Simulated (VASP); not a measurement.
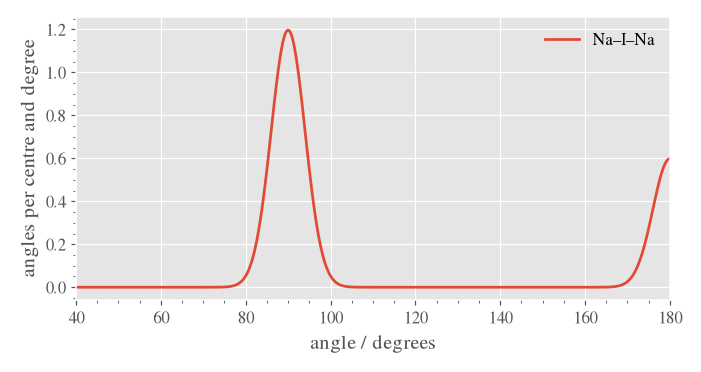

Bond-angle distributions computed from the structure of NaI; each angle is a Gaussian of σ = 4.0°. Bonds counted: I–Na up to 3.72 Å. It is based on the geometry relaxed with VASP Kohn-Sham DFT of a periodic cell, revPBE, VASP PAW PBE potentials, recommended in VASP.

Question: Give the groups of angles for each curve.

Answer: Na–I–Na: 90° (12 per centre); 180° (3 per centre)

Question: What coordination geometry do the angles point to, counting the bonds named above alone?

Answer: I has 6 Na neighbours in an octahedral arrangement.

The structure has space group Fm-3m (No. 225); other forms of this composition would give other results.
